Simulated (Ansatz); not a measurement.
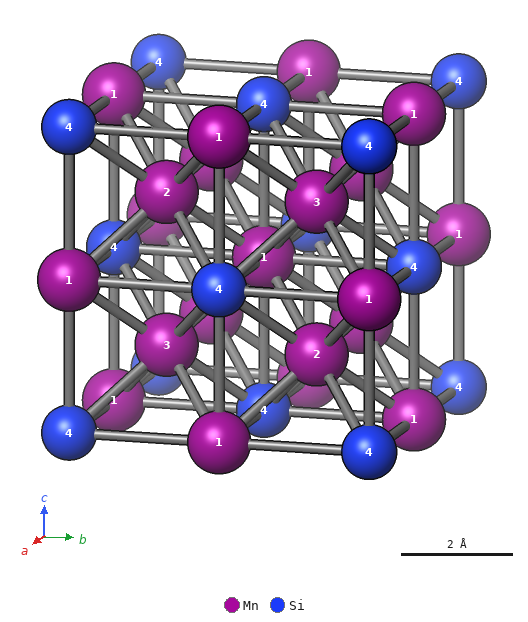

Figure 1. The input geometry (ball-and-stick view of the cell 4 times as large as that of the calculation, set on its symmetry axes, seen slightly off an axis; atoms are numbered from 1 in the order of the input).

# Mn$_{3}$Si: band-structure calculation (part 1 of 2)

Mn$_{3}$Si (Fm-3m, 4 atoms in the cell), computed with DFT r2SCAN, scalar-relativistic, plane waves, PAW, spin-polarised (Ansatz 0.2.0).

The structure derives from an entry of the Crystallography Open Database. Figures and captions count atoms from 1; the log counts them from 0 in places.

Input
```yaml
crystal:
  lattice:
    - [0.0, 2.8211339088, 2.8211339088]
    - [2.8211339088, 0.0, 2.8211339088]
    - [2.8211339088, 2.8211339088, 0.0]
  atoms:
    - { symbol: Mn, position: [0.5, 0.5, 0.5], spin: 4.0 }
    - { symbol: Mn, position: [0.25, 0.25, 0.25], spin: -4.0 }
    - { symbol: Mn, position: [0.75, 0.75, 0.75], spin: -4.0 }
    - { symbol: Si, position: [0.0, 0.0, 0.0] }
basis:
  ecutwfc: 500
kpoints:
  mp_grid: { grid: [14, 14, 14] }
  band_path:
    path:
      - [[0.0, 0.0, 0.0], [0.5, 0.0, 0.5], [0.625, 0.25, 0.625]]
      - [[0.375, 0.375, 0.75], [0.0, 0.0, 0.0], [0.5, 0.5, 0.5], [0.5, 0.25, 0.75], [0.5, 0.0, 0.5]]
    npoints: 14
hamiltonian:
  xc: r2scan
scf:
  occupations: { method: gaussian, width: 0.1 }
  n_extra_bands: 10
output:
  forces: true
  stress: true
  eigenvalues: true
  populations: true
  dos: { projected: true, de: 0.02, nscf_kmesh: { grid: [21, 21, 21] } }
  bader: true
  write_density: true
  write_potential: true
  elf: true
  volumetric_format: npy
magnetization:
  spin_polarized: true
```

Run on 1 thread of Arm Neoverse V1, 24 GiB of memory available, shared host.

Run as:
```bash
ansatz run input.yaml --threads 1 --pin off --max-ram 2560MiB --backend cpu --events-out ev --progress --plain --runs-dir out
```

Log
```
Warning: the band count 35 (scf.n_extra_bands) hosts the net moment |M| = 4.0000 μB (N_el = 49) but caps the reachable moment at 2·n_bands − N_el = 21.0000 μB, below the 37 bands that the automatic rule leaves for it — a moment growing past the seed, or the majority channel's smearing tail, pins there with fewer empty majority states than that count leaves; raise or omit scf.n_extra_bands unless the cap is intended
scf.n_extra_bands = 10 over 25 filled bands (N_el = 49.0): the run solves 35 bands
Engine: ansatz 0.2.0, aarch64-unknown-linux-gnu
Pseudopotentials: kind: paw
Pseudopotential: Mn, paw, valence charge 15, recommended cutoff 500 eV (meta_gga), Mn.paw.azcp
Pseudopotential: Si, paw, valence charge 4, recommended cutoff 500 eV (meta_gga), Si.paw.azcp
Functional definition: r2SCAN
  parameter k0 = 0.174
  parameter k1 = 0.065
  parameter a1 = 4.9479
  exchange = r2scan_x(k0 = k0, k1 = k1, a1 = a1)
  correlation = r2scan_c
Crystal: 4 atoms, lattice volume = 44.906 Å³
Basis set: ecut = 500 eV, 1139 PW (Γ), exchange–correlation on 120×120×120 points (64 copies of the dense FFT grid, shifted against one another)
Bands: 35, of which v1, the nominal top of the filled ones, is band 25 counted from 1 (24 counted from 0)
Symmetry: 48 space group operations
Space group: Fm-3m (ITA 225), of the structure as read, at distance tolerance 3.6e-5 Å
Magnetic group: BNS 225.116 (UNI 1618), of the structure as read, at distance tolerance 3.6e-5 Å
k-points: 104 of 2744
Non-local potential: Mn, projectors of the file, l = 0: 3, l = 1: 2, l = 2: 3, l = 3: 1
Non-local potential: Si, projectors of the file, l = 0: 2, l = 1: 2, l = 2: 2
PAW form: soft (Blöchl's): semilocal exchange-correlation on the pseudo side does not see the compensation charge
PAW frozen core: Mn, regenerated for the run's functional (the file was generated under x = pbe(κ = 0.804, μ = 0.2195149727645171), c = pbe(β = 0.06672455060314922))
PAW frozen core: Si, regenerated for the run's functional (the file was generated under x = pbe(κ = 0.804, μ = 0.2195149727645171), c = pbe(β = 0.06672455060314922))
PAW one-centre angular grid: Mn, 590 points (default); XC on 160 Gauss nodes
PAW one-centre angular grid: Si, 302 points (default); XC on 160 Gauss nodes
Initial density: superposition of atomic densities (chi_scale 0.1, normalization cell)
Starting moments: Σ|m| = 12 μB on 3 of 4 sites
Initial wavefunctions: pseudopotential atomic-orbital guess
Functional: x = r2scan, c = r2scan; τ floored in thin density (d = 2e-4 eV/Å³)
SCF iter   1: F=—  HF=-12348.152812 eV  |F-HF|=—  |Δ(HF+E_count)|=         —  Δρ=6.07e-2 (↑3.75e-2 ↓6.07e-2)  dr2=1.76e0  dr2_τ=3.36e-2  dr2_m=5.69e-1  M=-2.937 μB ∫|m|=10.341 μB  β_m=1.00  ethr=3.10e-3  ⟨swp⟩=5.4  Hψ=26465  notcnv=0  defer=2
Mixer restart at iter 1: flushing history
preconditioner: auto → Kerker (q_TF=auto, 2.768 Å⁻¹)  [metal: Δε(μ)=0.004 eV  Ē_g=8.594 eV  σ=0.100 eV  W_gap=0.02  n_scr=14 (ndim 8)  ℏωp=27.7 eV  f_vac=0.000  D(μ)=3.28/eV (n_scr^D=26)]
spin=Collinear: Kerker preconditioning applied to the charge; magnetization (m = ρ↑ − ρ↓) channel mixes plain (no charge-response kernel on spin).
SCF iter   2: F=—  HF=-12348.378626 eV  |F-HF|=—  |Δ(HF+E_count)|=   2.26e-1  Δρ=1.46e-2 (↑1.46e-2 ↓1.42e-2)  dr2=2.81e-1  dr2_τ=4.09e-3  dr2_m=8.52e-3  M=-2.791 μB ∫|m|=10.349 μB  β_m=1.00  ethr=3.10e-3  ⟨swp⟩=2.8  Hψ=13633  notcnv=0  defer=762  κ⁻¹=1.0e0(r=1)
SCF iter   3: F=—  HF=-12350.078178 eV  |F-HF|=—  |Δ(HF+E_count)|=         —  Δρ=4.79e-2 (↑4.24e-2 ↓4.79e-2)  dr2=1.44e-1  dr2_τ=1.30e-2  dr2_m=8.05e-1  M=-1.642 μB ∫|m|=9.157 μB  β_m=0.74  ethr=5.73e-4  ⟨swp⟩=2.0  Hψ=8677  notcnv=0  defer=762
Mixer restart at iter 3: flushing history
SCF iter   4: F=—  HF=-12350.457411 eV  |F-HF|=—  |Δ(HF+E_count)|=   3.79e-1  Δρ=2.75e-2 (↑2.75e-2 ↓2.51e-2)  dr2=1.14e-1  dr2_τ=5.00e-3  dr2_m=2.61e-1  M=-1.266 μB ∫|m|=8.788 μB  β_m=1.00  ethr=2.93e-4  ⟨swp⟩=2.2  Hψ=12531  notcnv=0  defer=762  κ⁻¹=1.0e0(r=1)
SCF iter   5: F=—  HF=-12353.592757 eV  |F-HF|=—  |Δ(HF+E_count)|=         —  Δρ=1.16e-1 (↑8.83e-2 ↓1.16e-1)  dr2=4.07e-1  dr2_τ=6.00e-2  dr2_m=4.15e0  M=1.000 μB ∫|m|=5.632 μB  β_m=1.00  ethr=2.33e-4  ⟨swp⟩=2.1  Hψ=13649  notcnv=0  defer=731
Mixer restart at iter 5: flushing history
SCF iter   6: F=—  HF=-12352.071214 eV  |F-HF|=—  |Δ(HF+E_count)|=    1.52e0  Δρ=3.50e-2 (↑3.50e-2 ↓3.23e-2)  dr2=1.42e0  dr2_τ=3.70e-3  dr2_m=5.01e-2  M=1.000 μB ∫|m|=5.841 μB  β_m=1.00  ethr=1.02e-4  ⟨swp⟩=3.5  Hψ=16966  notcnv=0  defer=837
SCF iter   7: F=—  HF=-12351.881185 eV  |F-HF|=—  |Δ(HF+E_count)|=   1.90e-1  Δρ=1.49e-2 (↑1.49e-2 ↓1.04e-2)  dr2=2.80e-1  dr2_τ=4.85e-3  dr2_m=4.27e-3  M=1.000 μB ∫|m|=5.792 μB  β_m=1.00  ethr=1.02e-4  ⟨swp⟩=3.0  Hψ=15944  notcnv=0  defer=781  κ⁻¹=1.0e0(r=1)
SCF iter   8: F=—  HF=-12351.888459 eV  |F-HF|=—  |Δ(HF+E_count)|=   7.27e-3  Δρ=3.89e-3 (↑3.85e-3 ↓3.89e-3)  dr2=3.88e-2  dr2_τ=1.20e-4  dr2_m=8.54e-4  M=1.000 μB ∫|m|=5.724 μB  β_m=1.00  ethr=1.02e-4  ⟨swp⟩=2.4  Hψ=13724  notcnv=0  defer=786  κ⁻¹=4.3e-2(r=2)
SCF iter   9: F=—  HF=-12351.888209 eV  |F-HF|=—  |Δ(HF+E_count)|=   2.50e-4  Δρ=2.27e-3 (↑2.27e-3 ↓2.25e-3)  dr2=1.25e-2  dr2_τ=6.99e-5  dr2_m=2.71e-5  M=1.000 μB ∫|m|=5.683 μB  β_m=1.00  ethr=7.91e-5  ⟨swp⟩=1.6  Hψ=8947  notcnv=0  defer=789  κ⁻¹=2.5e-3(r=3)
SCF iter  10: F=—  HF=-12351.883405 eV  |F-HF|=—  |Δ(HF+E_count)|=   4.80e-3  Δρ=1.30e-3 (↑1.19e-3 ↓1.30e-3)  dr2=1.27e-3  dr2_τ=3.07e-5  dr2_m=1.22e-4  M=1.000 μB ∫|m|=5.649 μB  β_m=1.00  ethr=2.55e-5  ⟨swp⟩=2.0  Hψ=11334  notcnv=0  defer=789  κ⁻¹=4.0e-4(r=4)
SCF iter  11: F=—  HF=-12351.885920 eV  |F-HF|=—  |Δ(HF+E_count)|=   2.51e-3  Δρ=5.88e-4 (↑5.33e-4 ↓5.88e-4)  dr2=4.38e-4  dr2_τ=1.89e-6  dr2_m=1.54e-6  M=1.000 μB ∫|m|=5.657 μB  β_m=1.00  ethr=2.60e-6  ⟨swp⟩=2.0  Hψ=14362  notcnv=0  defer=789  κ⁻¹=1.3e-5(r=5)
SCF iter  12: F=—  HF=-12351.886648 eV  |F-HF|=—  |Δ(HF+E_count)|=   7.29e-4  Δρ=3.77e-4 (↑3.17e-4 ↓3.77e-4)  dr2=1.73e-4  dr2_τ=8.26e-7  dr2_m=2.02e-6  M=1.000 μB ∫|m|=5.661 μB  β_m=1.00  ethr=8.93e-7  ⟨swp⟩=1.6  Hψ=8304  notcnv=0  defer=789  κ⁻¹=8.0e-6(r=6)
SCF iter  13: F=—  HF=-12351.886845 eV  |F-HF|=—  |Δ(HF+E_count)|=   1.97e-4  Δρ=1.24e-4 (↑1.24e-4 ↓1.04e-4)  dr2=8.73e-6  dr2_τ=1.91e-7  dr2_m=2.90e-7  M=1.000 μB ∫|m|=5.665 μB  β_m=1.00  ethr=3.54e-7  ⟨swp⟩=2.0  Hψ=11031  notcnv=0  defer=789  κ⁻¹=9.9e-7(r=7)
SCF iter  14: F=—  HF=-12351.886844 eV  |F-HF|=—  |Δ(HF+E_count)|=   2.84e-7  Δρ=1.17e-4 (↑1.12e-4 ↓1.17e-4)  dr2=1.50e-5  dr2_τ=3.89e-8  dr2_m=1.79e-7  M=1.000 μB ∫|m|=5.664 μB  β_m=1.00  ethr=1.78e-8  ⟨swp⟩=2.0  Hψ=12526  notcnv=0  defer=789  κ⁻¹=2.3e-7(r=8)
SCF iter  15: F=—  HF=-12351.886876 eV  |F-HF|=—  |Δ(HF+E_count)|=   3.17e-5  Δρ=4.50e-5 (↑3.10e-5 ↓4.50e-5)  dr2=1.98e-6  dr2_τ=6.20e-9  dr2_m=9.61e-8  M=1.000 μB ∫|m|=5.663 μB  β_m=1.00  ethr=1.78e-8  ⟨swp⟩=2.0  Hψ=12167  notcnv=0  defer=789  κ⁻¹=2.8e-7(r=8)
SCF iter  16: F=—  HF=-12351.886873 eV  |F-HF|=—  |Δ(HF+E_count)|=   2.85e-6  Δρ=1.76e-5 (↑1.76e-5 ↓1.57e-5)  dr2=3.63e-7  dr2_τ=2.66e-9  dr2_m=5.02e-9  M=1.000 μB ∫|m|=5.663 μB  β_m=1.00  ethr=4.05e-9  ⟨swp⟩=2.2  Hψ=11862  notcnv=0  defer=789  κ⁻¹=8.0e-7(r=8)
SCF iter  17: F=—  HF=-12351.886875 eV  |F-HF|=—  |Δ(HF+E_count)|=   1.98e-6  Δρ=1.39e-5 (↑8.70e-6 ↓1.39e-5)  dr2=1.04e-7  dr2_τ=1.16e-9  dr2_m=1.44e-8  M=1.000 μB ∫|m|=5.664 μB  β_m=1.00  ethr=7.40e-10  ⟨swp⟩=2.0  Hψ=12179  notcnv=0  defer=789  κ⁻¹=6.8e-7(r=8)
SCF iter  18: F=—  HF=-12351.886876 eV  |F-HF|=—  |Δ(HF+E_count)|=   2.63e-7  Δρ=4.73e-6 (↑3.32e-6 ↓4.73e-6)  dr2=1.62e-8  dr2_τ=1.42e-10  dr2_m=7.21e-10  M=1.000 μB ∫|m|=5.664 μB  β_m=1.00  ethr=2.13e-10  ⟨swp⟩=2.0  Hψ=11967  notcnv=0  defer=789  κ⁻¹=1.2e-6(r=8)
SCF iter  19: F=—  HF=-12351.886876 eV  |F-HF|=—  |Δ(HF+E_count)|=   1.09e-8  Δρ=2.42e-6 (↑2.42e-6 ↓2.12e-6)  dr2=5.87e-9  dr2_τ=5.42e-11  dr2_m=1.45e-10  M=1.000 μB ∫|m|=5.664 μB  β_m=1.00  ethr=3.31e-11  ⟨swp⟩=2.2  Hψ=11607  notcnv=0  defer=789  κ⁻¹=1.3e-6(r=8)
SCF iter  20: F=-12351.886876 eV  HF=-12351.886876 eV  |F-HF|=7.50e-9  |Δ(HF+E_count)|=   5.73e-8  Δρ=3.19e-6 (↑3.19e-6 ↓1.89e-6)  dr2=1.26e-8  dr2_τ=4.31e-11  dr2_m=2.38e-10  M=1.000 μB ∫|m|=5.663 μB  ethr=1.20e-11  ⟨swp⟩=10.5  Hψ=46972  notcnv=0
SCF 1 converged in 20 iterations: F = -12351.886876 eV  dr2 = 1.26e-8
  greatest PAW one-centre occupation: 1.003 electrons in one spin orbital (limit 2), on the Mn atom at site 0 (counted from 0), in its partial waves of l = 1
```

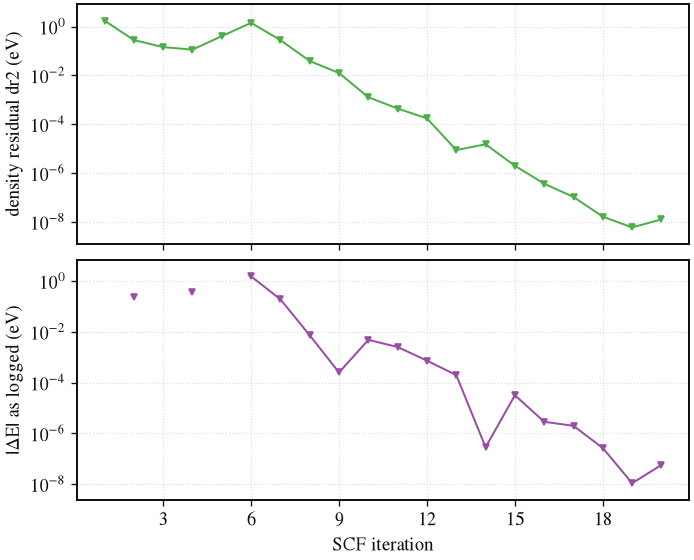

Figure 2. Convergence of the self-consistent field: density residual dr2 and size of the energy change against the SCF iteration. The residual falls unevenly and jumps up by a factor of two or more 3 times on the way down.

```
this state was not tested for a lower state beside it, because the mixer in use, unlike msr1, does not test its closes by its own steps (another_mixer; see scf.mixing.algorithm and scf.lower_state_search)
NSCF: frozen V_eff on 86 k-points
NSCF: frozen V_eff on 286 k-points
SCF converged after 20 iterations
Magnetization: 1.0000 μB (25.0000 up, 24.0000 down)
Absolute magnetization: 5.6626 μB (∫|ρ↑−ρ↓|, with the PAW one-centre terms)
Spin contamination: 1.9687 ħ² per cell (⟨S²⟩ above its minimum at these occupations)
Per-site moments (μB) at R_I (Å): [(3.0752074420616182, 1.0078091234056277), (-1.0903639426781466, 1.007809123405628), (-1.0903639426781462, 1.0078091234056277), (0.0704266177691354, 1.007809123405628)]
Free energy (F): -12351.886876 eV
Harris-Foulkes:  -12351.886876 eV  (|F-HF|=7.50e-9)
Internal energy: -12351.877097 eV  (E = F + TS)
E sigma→0 (E₀):  -12351.881986 eV
Entropy (-TS):   -0.009779 eV (-2.445 meV/atom)
Fermi energy:    18.332775 eV
--- Per-component energies (eV) ---
  E_band       = -581.026011
  E_kinetic    = 970.591912
  E_local      = -5616.722456  (includes V_loc(G=0)·N_el)
  E_nonlocal   = 748.028761
  E_hartree    = 2384.261443
  E_xc         = -387.666002
  E_vxc        = -545.542447  (∫ρ·V_xc dr)
  E_paw        = -4447.545354  (= ΣΔE_a)
  E_vpaw       = -941.991921  (= ΣTr[D̂ρ^β])
  E_aug_tail   = -0.000009  (compensation charges beyond the density's cutoff)
  E_vtau       = 36.090956  (kinetic-family band-sum trace: ∫τ·v_τ [+ j·A + Jᵃ·Aᵃ] dr)
  E_ewald      = -6001.899829
  E_core_change = -0.925562  (= ΣΔE_core)
  E_smearing   = -0.009779  (= −TS)
  E_closure    = -0.000000  (closes the sum)
  Σ components = -12351.886876   (vs F -12351.886876, Δ=0.00e0)
--- Forces (eV/Å), atoms counted from 1 ---
  atom   1  Mn     0.00000000    -0.00000000     0.00000000
  atom   2  Mn    -0.00000000     0.00000000     0.00000000
  atom   3  Mn     0.00000000     0.00000000     0.00000000
  atom   4  Si    -0.00000000     0.00000000     0.00000000
  max |Σ_I F_I| component: 1.62e-17 eV/Å
```
